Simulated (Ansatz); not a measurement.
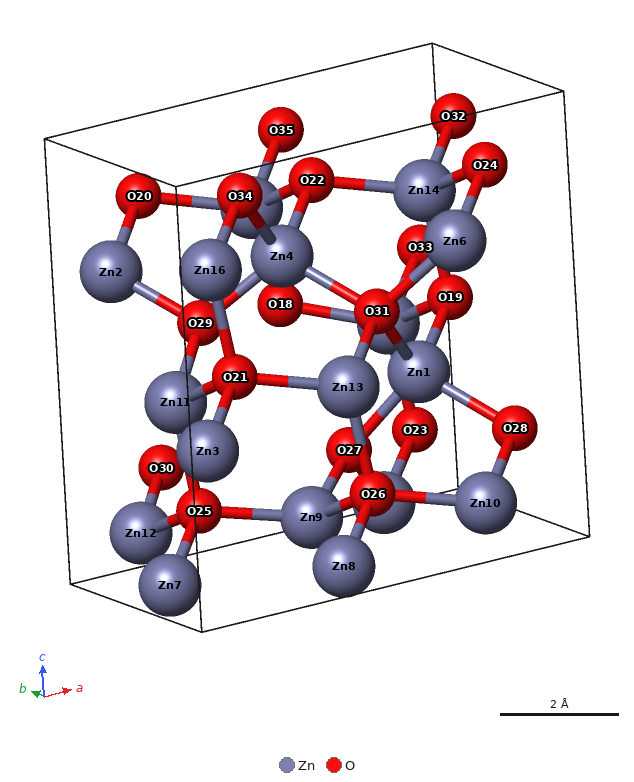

The input geometry (ball-and-stick view of the cell of the calculation, seen slightly off an axis; atoms are numbered from 1 in the order of the input). An atom can appear more than once, as a periodic image. Near neighbours in the periodic cell (some may lie outside the picture): Zn has 4 O at 1.87 to 2.03 Å; O has 3 Zn at 1.87 to 1.90 Å; O has 4 Zn at 1.96 to 2.03 Å.

Run report: Zn17O18 (charge −2), geometry relaxation (part 1 of 4)

- system: Zn17O18 (defect cell, 35 atoms in the cell, total charge −2)
- method: DFT PBEsol, scalar-relativistic, plane waves, PAW, spin-polarised (Ansatz 0.2.0)

The structure derives from a Materials Project entry. It belongs to a series of runs on one base structure; here: V_Zn, charge -2, atoms relaxed at the host's cell. Figures and captions count atoms from 1; the log counts them from 0 in places.

**Input**
```yaml
crystal:
  lattice:
    - [-4.845775115, 2.7977095671, 5.2139362521]
    - [0.0, -5.5954191341, 5.2139362521]
    - [4.845775115, 2.797709567, 5.2139362521]
  atoms:
    - { symbol: Zn, position: [0.7187730912, 0.3930936793, 0.3883022953] }
    - { symbol: Zn, position: [0.0591540288, 0.7222528508, 0.7187934882] }
    - { symbol: Zn, position: [0.0591253039, 0.0527325477, 0.3883262928] }
    - { symbol: Zn, position: [0.3883493705, 0.393093793, 0.7187770605] }
    - { symbol: Zn, position: [0.7187888644, 0.7222315473, 0.0591415973] }
    - { symbol: Zn, position: [0.7189871299, 0.0529107095, 0.7189833716] }
    - { symbol: Zn, position: [0.0525820878, 0.3864922722, 0.0525587463] }
    - { symbol: Zn, position: [0.3883310947, 0.0527288333, 0.0591181096] }
    - { symbol: Zn, position: [0.4430136468, 0.4483914734, 0.1144370709] }
    - { symbol: Zn, position: [0.7770648289, 0.1109592956, 0.111737075] }
    - { symbol: Zn, position: [0.114463142, 0.4483888733, 0.4430080601] }
    - { symbol: Zn, position: [0.1144685778, 0.776939998, 0.114450458] }
    - { symbol: Zn, position: [0.443913834, 0.1083558715, 0.443878018] }
    - { symbol: Zn, position: [0.777047503, 0.4456964385, 0.7770163506] }
    - { symbol: Zn, position: [0.7743917604, 0.7778500867, 0.4438889802] }
    - { symbol: Zn, position: [0.1117809, 0.1109527296, 0.7770264359] }
    - { symbol: Zn, position: [0.4439383212, 0.7778717748, 0.7743234264] }
    - { symbol: O, position: [0.5318616364, 0.8674451183, 0.52871122], spin: 0.5 }
    - { symbol: O, position: [0.849146054, 0.5152769279, 0.5145824581] }
    - { symbol: O, position: [0.1813584614, 0.8485186326, 0.8491365915] }
    - { symbol: O, position: [0.1813506317, 0.1830740121, 0.514585441] }
    - { symbol: O, position: [0.5146038417, 0.5152891779, 0.849139721] }
    - { symbol: O, position: [0.84915189, 0.8485240274, 0.1813285852] }
    - { symbol: O, position: [0.8480216454, 0.1819418522, 0.8479900965] }
    - { symbol: O, position: [0.1790220884, 0.5129525759, 0.1790182623] }
    - { symbol: O, position: [0.514612668, 0.1830834967, 0.1813238927] }
    - { symbol: O, position: [0.5838269915, 0.5580527851, 0.2239258985], spin: 0.5 }
    - { symbol: O, position: [0.9033524605, 0.2373116606, 0.2387263569] }
    - { symbol: O, position: [0.2234864466, 0.5566228738, 0.586197001], spin: 0.5 }
    - { symbol: O, position: [0.2225945677, 0.9204191505, 0.2228256141], spin: 0.5 }
    - { symbol: O, position: [0.5715826334, 0.2416369064, 0.5715592902] }
    - { symbol: O, position: [0.9033591466, 0.5726708391, 0.9033602742] }
    - { symbol: O, position: [0.9077135587, 0.9054981175, 0.5715586113] }
    - { symbol: O, position: [0.2387504553, 0.2373028126, 0.9033373903] }
    - { symbol: O, position: [0.5715745542, 0.9054935187, 0.9077003346] }
  host:
    lattice:
      - [3.2305167433, 0.0, 0.0]
      - [-1.6152583716, 2.7977095671, 0.0]
      - [0.0, 0.0, 5.2139362521]
    atoms:
      - { symbol: Zn, position: [0.6666666667, 0.3333333333, 0.5006385768] }
      - { symbol: Zn, position: [0.3333333333, 0.6666666667, 0.0006385768] }
      - { symbol: O, position: [0.6666666667, 0.3333333333, 0.8796714232] }
      - { symbol: O, position: [0.3333333333, 0.6666666667, 0.3796714232] }
total_charge: -2
basis:
  ecutwfc: 420
  xc_grid: 2
kpoints:
  mp_grid: { grid: [2, 2, 2], shift: [0.5, 0.5, 0.5] }
hamiltonian:
  xc: pbesol
scf:
  occupations: { method: gaussian, width: 0.02 }
  lower_state_search: "off"
output:
  forces: true
  stress: false
  eigenvalues: true
  populations: true
  charged_corrections:
    defect_position: [0.38910175, 0.72243508, 0.38910175]
    epsilon: [[10.1303, 0.0, 0.0], [0.0, 10.1303, 0.0], [0.0, 0.0, 10.993]]
  write_density: true
  write_potential: true
  elf: true
  volumetric_format: npy
magnetization:
  spin_polarized: true
relax:
  adjacent_minimum: "off"
  f_tol: 0.03
  max_steps: 40
```

Machine: 8 threads of AMD EPYC (Zen 3), 24 GiB of memory available, shared host.

Launched with:
```bash
ansatz run input.yaml --threads 8 --pin off --max-ram 16384MiB --backend cpu --events-out ev --progress --plain --runs-dir out
```

**The program's output**
```
Engine: ansatz 0.2.0, x86_64-unknown-linux-gnu
Pseudopotentials: kind: paw
Pseudopotential: Zn, paw, valence charge 12, recommended cutoff 420 eV (normal), Zn.paw.azcp
Pseudopotential: O, paw, valence charge 6, recommended cutoff 420 eV (normal), O.paw.azcp
Functional definition: PBEsol
  exchange = pbesol_x
  correlation = pbesol_c
Crystal: 35 atoms, lattice volume = 424.114 Å³
Basis set: ecut = 420 eV, 8291 PW (Γ), exchange–correlation on 108×108×108 points (8 copies of the dense FFT grid, shifted against one another)
Bands: 193, of which v1, the nominal top of the filled ones, is band 157 counted from 1 (156 counted from 0)
Symmetry: 1 space group operations
Space group: P1 (ITA 1), of the structure as read, at distance tolerance 7.5e-5 Å
Magnetic group: BNS 1.1 (UNI 1), of the structure as read, at distance tolerance 7.5e-5 Å
k-points: 4 of 8 (time reversal used)
Non-local potential: Zn, projectors of the file, l = 0: 2, l = 1: 2, l = 2: 3, l = 3: 1
Non-local potential: O, projectors of the file, l = 0: 2, l = 1: 2, l = 2: 1
PAW form: soft (Blöchl's): semilocal exchange-correlation on the pseudo side does not see the compensation charge
PAW frozen core: Zn, regenerated for the run's functional, and the local potential with it (the file was generated under x = pbe(κ = 0.804, μ = 0.2195149727645171), c = pbe(β = 0.06672455060314922))
PAW frozen core: O, regenerated for the run's functional, and the local potential with it (the file was generated under x = pbe(κ = 0.804, μ = 0.2195149727645171), c = pbe(β = 0.06672455060314922))
PAW one-centre angular grid: Zn, 590 points (default); XC on 64 Gauss nodes
PAW one-centre angular grid: O, 110 points (default); XC on 64 Gauss nodes
Initial density: superposition of atomic densities (chi_scale 0.1, normalization cell, long waves kept (reshape's long-wave potential 0.18 eV rms))
Starting moments: Σ|m| = 2 μB on 4 of 35 sites
Initial wavefunctions: pseudopotential atomic-orbital guess
Functional: x = pbesol(κ = 0.804, μ = 0.12345679012345678), c = pbesol(β = 0.046)
SCF iter   1: F=—  HF=-65862.029548 eV  |F-HF|=—  |Δ(HF+E_count)|=         —  Δρ=4.19e-2 (↑4.19e-2 ↓4.02e-2)  dr2=1.33e1  dr2_m=5.80e-1  M=0.000 μB ∫|m|=0.592 μB  β_m=0.30  ethr=3.10e-3  ⟨swp⟩=6.0  Hψ=5665  notcnv=0
preconditioner: auto → Resta (q_TF=auto, 2.595 Å⁻¹)  ε∞=6.5  [insulator: Δε(μ)=2.013 eV  Ē_g=13.605 eV  σ=0.020 eV  W_gap=1.00  n_scr=130 (ndim 8)  ℏωp=32.0 eV  f_vac=0.024  D(μ)=0.00/eV (n_scr^D=0)  ε∞_Penn≈6.5]
spin=Collinear: Resta preconditioning applied to the charge; magnetization (m = ρ↑ − ρ↓) channel mixes plain (no charge-response kernel on spin).
SCF iter   2: F=—  HF=-65859.397397 eV  |F-HF|=—  |Δ(HF+E_count)|=    2.63e0  Δρ=2.31e-2 (↑2.31e-2 ↓2.20e-2)  dr2=3.89e0  dr2_m=3.29e-1  M=0.000 μB ∫|m|=0.468 μB  β_m=0.30  ethr=3.10e-3  ⟨swp⟩=2.6  Hψ=2549  notcnv=0  defer=242
SCF iter   3: F=—  HF=-65858.795754 eV  |F-HF|=—  |Δ(HF+E_count)|=   6.02e-1  Δρ=1.01e-2 (↑1.01e-2 ↓9.78e-3)  dr2=7.15e-1  dr2_m=1.87e-1  M=0.000 μB ∫|m|=0.371 μB  β_m=0.30  ethr=1.24e-3  ⟨swp⟩=2.8  Hψ=2166  notcnv=0  defer=242
SCF iter   4: F=—  HF=-65858.641488 eV  |F-HF|=—  |Δ(HF+E_count)|=   1.54e-1  Δρ=5.92e-3 (↑5.71e-3 ↓5.92e-3)  dr2=4.55e-2  dr2_m=1.06e-1  M=0.000 μB ∫|m|=0.298 μB  β_m=0.30  ethr=2.28e-4  ⟨swp⟩=2.0  Hψ=2934  notcnv=0  defer=242
SCF iter   5: F=—  HF=-65858.678606 eV  |F-HF|=—  |Δ(HF+E_count)|=   3.71e-2  Δρ=4.66e-3 (↑4.55e-3 ↓4.66e-3)  dr2=3.73e-2  dr2_m=6.23e-2  M=0.000 μB ∫|m|=0.238 μB  β_m=0.30  ethr=1.45e-5  ⟨swp⟩=2.0  Hψ=2153  notcnv=0  defer=242
SCF iter   6: F=—  HF=-65858.708257 eV  |F-HF|=—  |Δ(HF+E_count)|=   2.97e-2  Δρ=3.29e-3 (↑3.29e-3 ↓3.02e-3)  dr2=5.29e-3  dr2_m=3.68e-2  M=0.000 μB ∫|m|=0.191 μB  β_m=0.30  ethr=1.19e-5  ⟨swp⟩=3.0  Hψ=2492  notcnv=0  defer=242
SCF iter   7: F=—  HF=-65858.715511 eV  |F-HF|=—  |Δ(HF+E_count)|=   7.25e-3  Δρ=2.39e-3 (↑2.39e-3 ↓2.37e-3)  dr2=4.71e-4  dr2_m=2.18e-2  M=0.000 μB ∫|m|=0.153 μB  β_m=0.30  ethr=1.68e-6  ⟨swp⟩=2.0  Hψ=2491  notcnv=0  defer=242
Mixer restart at iter 7: flushing history
spin-set hold released at iteration 7 (site moments contracting): the magnetisation degrees of freedom join the quasi-Newton model from the next iteration; the mixer history was flushed
SCF iter   8: F=—  HF=-65858.720398 eV  |F-HF|=—  |Δ(HF+E_count)|=   4.89e-3  Δρ=1.85e-3 (↑1.85e-3 ↓1.84e-3)  dr2=3.21e-4  dr2_m=1.31e-2  M=0.000 μB ∫|m|=0.122 μB  β_m=0.63  ethr=1.50e-7  ⟨swp⟩=2.0  Hψ=2446  notcnv=0  defer=242
SCF iter   9: F=—  HF=-65858.727765 eV  |F-HF|=—  |Δ(HF+E_count)|=   7.37e-3  Δρ=1.63e-4 (↑1.63e-4 ↓1.24e-4)  dr2=6.74e-5  dr2_m=6.64e-5  M=0.000 μB ∫|m|=0.015 μB  β_m=0.80  ethr=1.02e-7  ⟨swp⟩=3.0  Hψ=3440  notcnv=0  defer=242
SCF iter  10: F=—  HF=-65858.727828 eV  |F-HF|=—  |Δ(HF+E_count)|=   6.34e-5  Δρ=6.46e-5 (↑3.56e-5 ↓6.46e-5)  dr2=3.44e-5  dr2_m=2.66e-6  M=0.000 μB ∫|m|=0.003 μB  β_m=0.79  ethr=7.17e-9  ⟨swp⟩=16.4  Hψ=17274  notcnv=0
iter 11 did not close the SCF: its close was put off for a magnetic moment that had not settled (scf_convergence_deferred on its scf_iter line)
SCF iter  11: F=-65858.727829 eV  HF=-65858.727834 eV  |F-HF|=4.56e-6  |Δ(HF+E_count)|=   5.85e-6  Δρ=4.02e-5 (↑4.02e-5 ↓2.22e-5)  dr2=1.23e-5  dr2_m=5.25e-7  M=0.000 μB ∫|m|=0.001 μB  β_m=0.80  ethr=7.17e-9  ⟨swp⟩=11.8  Hψ=14553  notcnv=0
iter 12 did not close the SCF: its close was put off for a magnetic moment that had not settled (scf_convergence_deferred on its scf_iter line)
SCF iter  12: F=-65858.727836 eV  HF=-65858.727835 eV  |F-HF|=5.17e-7  |Δ(HF+E_count)|=   1.02e-6  Δρ=9.56e-6 (↑9.56e-6 ↓6.08e-6)  dr2=1.34e-6  dr2_m=8.39e-8  M=0.000 μB ∫|m|=0.001 μB  β_m=0.90  ethr=3.92e-9  ⟨swp⟩=7.9  Hψ=11951  notcnv=0
SCF iter  13: F=-65858.727836 eV  HF=-65858.727836 eV  |F-HF|=2.44e-7  |Δ(HF+E_count)|=   7.59e-7  Δρ=5.93e-6 (↑5.93e-6 ↓4.95e-6)  dr2=5.23e-7  dr2_m=8.32e-9  M=0.000 μB ∫|m|=0.000 μB  ethr=4.26e-10  ⟨swp⟩=7.5  Hψ=11697  notcnv=0
WARN: the starting moments were not kept: the SCF closed with an absolute magnetisation of 1.8e-4 μB, where they sum to 2 μB in size (4 sites). That is at most 0.1 of that sum. Measured as dr2_m measures the in/out step, that magnetisation stands 2.6e-9 eV from none, at or under the dr2_threshold of 2.3e-5 eV: it is no larger than a step whose dr2_m would equal this threshold. The system may hold no moment; this SCF shows only that its start led to no more than that. To try another start: raise the starting moments (crystal.atoms[].spin, magnetization.per_species, magnetization.initial_magnetization, or on a non-collinear deck that types none of these the spinor_matrix: blocks that start its atoms; where the total moment is fixed, keep their sum and leave initial_magnetization as it is; typed ones take the place of any that the run laid by itself, positive ones on a crystal's lanthanoids without a Hubbard term where scf.initial_density.shell_occupations: [] is typed) or, if the notice of its spin-set hold's release reads "site moments contracting" or "site moments show no strong build", lengthen the hold (scf.mixing.spin_hold: { on: { confirm: 4 } }; for m-r²SCAN on two components see the key's manual first). Each may lead to a state that holds a moment. A second SCF, from the converged charge density, with the starting moments and any scf.initial_density.shell_occupations laid on it anew, would have followed, and was not run: the deck does not ask for one (magnetization.retry_lost_moments is false, the default). To let it run, set magnetization.retry_lost_moments: true and run the deck again, where that key's refused combinations let it; where memory then withholds it, that run's warning says so.
SCF 1 converged in 13 iterations: F = -65858.727836 eV  dr2 = 5.23e-7
  greatest PAW one-centre occupation: 0.988 electrons in one spin orbital (limit 2), on the Zn atom at site 8 (counted from 0), in its partial waves of l = 2
relax step   1: F+E_penalty+E_count = -65858.72783556 eV  Δ(F+E_penalty+E_count) = +0.000e0 eV  max|allowed force component| = 3.371e-1 eV/Å  Δτ_max = 0.0000 Å  (13 SCF iters, dr2 threshold 2.25e-5 eV, accepted)
Initial density: handed on by an earlier stage of this run
Starting moments: Σ|m| = 2 μB on 4 of 35 sites; this step starts from the density that it was given
Initial wavefunctions: those handed on with the density
iter 1 solved again at ethr=7.34e-7 eV; its pass at ethr=3.10e-3 eV (dr2=2.30e-3 eV) is discarded
SCF iter   1: F=—  HF=-65858.743550 eV  |F-HF|=—  |Δ(HF+E_count)|=         —  Δρ=8.29e-4 (↑8.29e-4 ↓5.65e-4)  dr2=2.47e-3  dr2_m=5.11e-4  M=0.000 μB ∫|m|=0.007 μB  β_m=0.30  ethr=7.34e-7  ⟨swp⟩=2.4  Hψ=4786  notcnv=0  defer=242
preconditioner: auto → Resta (q_TF=auto, 2.595 Å⁻¹)  ε∞=7.2  [insulator: Δε(μ)=1.870 eV  Ē_g=12.804 eV  σ=0.020 eV  W_gap=1.00  n_scr=130 (ndim 8)  ℏωp=32.0 eV  f_vac=0.051  D(μ)=0.00/eV (n_scr^D=0)  ε∞_Penn≈7.2]
spin=Collinear: Resta preconditioning applied to the charge; magnetization (m = ρ↑ − ρ↓) channel mixes plain (no charge-response kernel on spin).
SCF iter   2: F=—  HF=-65858.743227 eV  |F-HF|=—  |Δ(HF+E_count)|=   3.23e-4  Δρ=5.73e-4 (↑5.73e-4 ↓3.90e-4)  dr2=1.09e-3  dr2_m=2.77e-4  M=0.000 μB ∫|m|=0.005 μB  β_m=0.59  ethr=7.34e-7  ⟨swp⟩=2.0  Hψ=1880  notcnv=0  defer=242
SCF iter   3: F=—  HF=-65858.743082 eV  |F-HF|=—  |Δ(HF+E_count)|=   1.45e-4  Δρ=1.07e-4 (↑1.07e-4 ↓9.77e-5)  dr2=1.33e-4  dr2_m=1.08e-5  M=0.000 μB ∫|m|=0.001 μB  β_m=0.56  ethr=3.47e-7  ⟨swp⟩=2.0  Hψ=2442  notcnv=0  defer=242
SCF iter   4: F=—  HF=-65858.743069 eV  |F-HF|=—  |Δ(HF+E_count)|=   1.26e-5  Δρ=3.41e-5 (↑2.45e-5 ↓3.41e-5)  dr2=2.18e-5  dr2_m=9.73e-7  M=0.000 μB ∫|m|=0.000 μB  β_m=0.78  ethr=4.23e-8  ⟨swp⟩=2.0  Hψ=2438  notcnv=0  defer=242
SCF iter   5: F=-65858.743063 eV  HF=-65858.743066 eV  |F-HF|=3.80e-6  |Δ(HF+E_count)|=   2.57e-6  Δρ=1.52e-5 (↑1.52e-5 ↓1.52e-5)  dr2=4.46e-6  dr2_m=7.08e-9  M=0.000 μB ∫|m|=0.000 μB  ethr=2.26e-9  ⟨swp⟩=15.8  Hψ=14851  notcnv=0
the starting moments were not kept: the SCF closed with an absolute magnetisation of 4.7e-5 μB, where they sum to 2 μB in size (4 sites). That is at most 0.1 of that sum. Measured as dr2_m measures the in/out step, that magnetisation stands 1.7e-10 eV from none, at or under the dr2_threshold of 7.1e-6 eV: it is no larger than a step whose dr2_m would equal this threshold.
SCF 2 converged in 5 iterations: F = -65858.743063 eV  dr2 = 4.46e-6
relax step   2: F+E_penalty+E_count = -65858.74306256 eV  Δ(F+E_penalty+E_count) = -1.523e-2 eV  max|allowed force component| = 2.040e-1 eV/Å  Δτ_max = 0.0158 Å  (5 SCF iters, dr2 threshold 7.10e-6 eV, accepted)
SCF iter   1: F=—  HF=-65858.752377 eV  |F-HF|=—  |Δ(HF+E_count)|=         —  Δρ=9.87e-4 (↑9.87e-4 ↓6.78e-4)  dr2=3.62e-3  dr2_m=7.13e-4  M=0.000 μB ∫|m|=0.008 μB  β_m=0.30  ethr=1.13e-5  ⟨swp⟩=3.0  Hψ=3192  notcnv=0  defer=242
preconditioner: auto → Resta (q_TF=auto, 2.595 Å⁻¹)  ε∞=7.2  [insulator: Δε(μ)=1.893 eV  Ē_g=12.802 eV  σ=0.020 eV  W_gap=1.00  n_scr=130 (ndim 8)  ℏωp=32.0 eV  f_vac=0.050  D(μ)=0.00/eV (n_scr^D=0)  ε∞_Penn≈7.2]
spin=Collinear: Resta preconditioning applied to the charge; magnetization (m = ρ↑ − ρ↓) channel mixes plain (no charge-response kernel on spin).
SCF iter   2: F=—  HF=-65858.751899 eV  |F-HF|=—  |Δ(HF+E_count)|=   4.78e-4  Δρ=6.80e-4 (↑6.80e-4 ↓4.68e-4)  dr2=1.62e-3  dr2_m=3.88e-4  M=0.000 μB ∫|m|=0.006 μB  β_m=0.59  ethr=1.15e-6  ⟨swp⟩=1.9  Hψ=1794  notcnv=0  defer=242
SCF iter   3: F=—  HF=-65858.751049 eV  |F-HF|=—  |Δ(HF+E_count)|=   8.50e-4  Δρ=1.30e-4 (↑1.30e-4 ↓1.20e-4)  dr2=2.20e-4  dr2_m=1.51e-5  M=0.000 μB ∫|m|=0.001 μB  β_m=0.56  ethr=5.16e-7  ⟨swp⟩=2.0  Hψ=2442  notcnv=0  defer=242
SCF iter   4: F=—  HF=-65858.751027 eV  |F-HF|=—  |Δ(HF+E_count)|=   2.23e-5  Δρ=3.98e-5 (↑3.33e-5 ↓3.98e-5)  dr2=4.24e-5  dr2_m=1.10e-6  M=0.000 μB ∫|m|=0.000 μB  β_m=0.78  ethr=7.01e-8  ⟨swp⟩=2.0  Hψ=2438  notcnv=0  defer=242
SCF iter   5: F=—  HF=-65858.751021 eV  |F-HF|=—  |Δ(HF+E_count)|=   6.42e-6  Δρ=1.96e-5 (↑1.96e-5 ↓1.91e-5)  dr2=7.15e-6  dr2_m=2.22e-8  M=0.000 μB ∫|m|=0.000 μB  β_m=0.72  ethr=1.35e-8  ⟨swp⟩=2.1  Hψ=2435  notcnv=0  defer=242
iter 6 did not close the SCF: its close was put off for a magnetic moment that had not settled (scf_convergence_deferred on its scf_iter line)
SCF iter   6: F=-65858.751018 eV  HF=-65858.751019 eV  |F-HF|=1.08e-6  |Δ(HF+E_count)|=   1.72e-6  Δρ=9.15e-6 (↑9.15e-6 ↓8.94e-6)  dr2=1.56e-6  dr2_m=4.05e-8  M=0.000 μB ∫|m|=0.000 μB  β_m=0.74  ethr=8.28e-10  ⟨swp⟩=15.8  Hψ=14889  notcnv=0
SCF iter   7: F=-65858.751019 eV  HF=-65858.751019 eV  |F-HF|=2.35e-7  |Δ(HF+E_count)|=   1.18e-7  Δρ=4.85e-6 (↑4.57e-6 ↓4.85e-6)  dr2=4.09e-7  dr2_m=6.32e-9  M=0.000 μB ∫|m|=0.000 μB  ethr=4.98e-10  ⟨swp⟩=7.8  Hψ=11476  notcnv=0
the starting moments were not kept: the SCF closed with an absolute magnetisation of 2.9e-5 μB, where they sum to 2 μB in size (4 sites). That is at most 0.1 of that sum. Measured as dr2_m measures the in/out step, that magnetisation stands 1.9e-10 eV from none, at or under the dr2_threshold of 2.6e-6 eV: it is no larger than a step whose dr2_m would equal this threshold.
SCF 3 converged in 7 iterations: F = -65858.751019 eV  dr2 = 4.09e-7
relax step   3: F+E_penalty+E_count = -65858.75101860 eV  Δ(F+E_penalty+E_count) = -7.956e-3 eV  max|allowed force component| = 2.273e-3 eV/Å  Δτ_max = 0.0207 Å  (7 SCF iters, dr2 threshold 2.60e-6 eV, accepted)
iter 1 solved again at ethr=1.28e-10 eV; its pass at ethr=3.10e-3 eV (dr2=4.01e-7 eV) is discarded
SCF iter   1: F=—  HF=-65858.751019 eV  |F-HF|=—  |Δ(HF+E_count)|=         —  Δρ=4.82e-6 (↑4.54e-6 ↓4.82e-6)  dr2=4.05e-7  dr2_m=6.32e-9  M=0.000 μB ∫|m|=0.000 μB  β_m=0.30  ethr=1.28e-10  ⟨swp⟩=1.0  Hψ=3616  notcnv=0
preconditioner: auto → Resta (q_TF=auto, 2.595 Å⁻¹)  ε∞=7.2  [insulator: Δε(μ)=1.902 eV  Ē_g=12.799 eV  σ=0.020 eV  W_gap=1.00  n_scr=130 (ndim 8)  ℏωp=32.0 eV  f_vac=0.050  D(μ)=0.00/eV (n_scr^D=0)  ε∞_Penn≈7.2]
spin=Collinear: Resta preconditioning applied to the charge; magnetization (m = ρ↑ − ρ↓) channel mixes plain (no charge-response kernel on spin).
SCF iter   2: F=—  HF=-65858.751019 eV  |F-HF|=—  |Δ(HF+E_count)|=   5.11e-8  Δρ=2.68e-6 (↑2.45e-6 ↓2.68e-6)  dr2=2.05e-7  dr2_m=3.50e-9  M=0.000 μB ∫|m|=0.000 μB  β_m=0.43  ethr=1.28e-10  ⟨swp⟩=2.0  Hψ=2486  notcnv=0
SCF iter   3: F=—  HF=-65858.751019 eV  |F-HF|=—  |Δ(HF+E_count)|=   5.47e-9  Δρ=1.54e-6 (↑1.48e-6 ↓1.54e-6)  dr2=1.03e-7  dr2_m=8.29e-10  M=0.000 μB ∫|m|=0.000 μB  β_m=0.69  ethr=6.52e-11  ⟨swp⟩=1.0  Hψ=1302  notcnv=0
SCF iter   4: F=-65858.751019 eV  HF=-65858.751019 eV  |F-HF|=5.60e-9  |Δ(HF+E_count)|=   8.59e-9  Δρ=7.10e-7 (↑6.81e-7 ↓7.10e-7)  dr2=1.01e-8  dr2_m=1.03e-10  M=0.000 μB ∫|m|=0.000 μB  ethr=3.18e-11  ⟨swp⟩=7.8  Hψ=9070  notcnv=0
the starting moments were not kept: the SCF closed with an absolute magnetisation of 3.4e-6 μB, where they sum to 2 μB in size (4 sites). That is at most 0.1 of that sum. Measured as dr2_m measures the in/out step, that magnetisation stands 3.0e-12 eV from none, at or under the dr2_threshold of 1.0e-7 eV: it is no larger than a step whose dr2_m would equal this threshold.
SCF 4 converged in 4 iterations: F = -65858.751019 eV  dr2 = 1.01e-8
relax step   4: F+E_penalty+E_count = -65858.75101879 eV  Δ(F+E_penalty+E_count) = -1.922e-7 eV  max|allowed force component| = 2.179e-3 eV/Å  Δτ_max = 0.0000 Å  (4 SCF iters, accepted)
```
